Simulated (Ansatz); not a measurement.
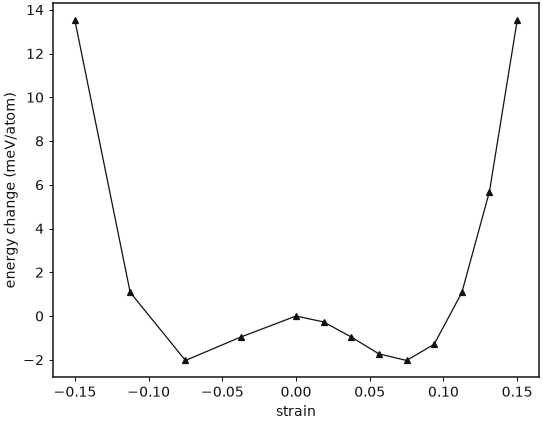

The figure shows the energy change against strain for Ca, space group Im-3m (No. 229).

Starting cell:
```yaml
crystal:
  lattice:
    - [-2.24000, 2.24000, 2.24000]
    - [2.24000, -2.24000, 2.24000]
    - [2.24000, 2.24000, -2.24000]
  atoms:
    - { symbol: Ca, position: [0.00000, 0.00000, 0.00000] }
```

Method: homogeneous strain of a crystal along one Voigt pattern with engineering shear, fractional coordinates fixed, by plane-wave density functional theory with PAW datasets, free energies less that of the undisturbed cell; scalar-relativistic (Ansatz 0.2.0). Level: PBEsol, no spin polarisation.

```
       setting                                                           value
   wave cutoff                                                          420 eV
        k mesh                                                        16×16×16
   occupations                                                        Gaussian
smearing width                                                         0.15 eV
       k shift                                          (0, 0, 0) (mesh steps)
         start                                                        as given
strain pattern  (1, -1, 0, 0, 0, 0) (xx yy zz yz xz xy with engineering shear)
```

The points at strain −0.1125, −0.0375, 0.075 and 0.15 follow from computed ones by symmetry.

### Is the starting structure at a minimum along this coordinate?

No: the energy falls towards negative values, so the start isn't a stationary minimum along this path.

### Where is the energy change lowest, and are there other minima?

The lowest computed point is at strain −0.0750 (−2.03 meV/atom); there is a further local minimum at 0.0750 (−2.03 meV/atom); the curve passes over a maximum at 0.0000 (0.00 meV/atom).

### What does the calculation give for the slope of tensile stress?

−0.6 GPa.

### What does the calculation give for the second derivative of tensile stress?

10 GPa.

### What does the calculation give for the tensile stress at start?

0 GPa.

Keep in mind: reference crystal is not relaxed.
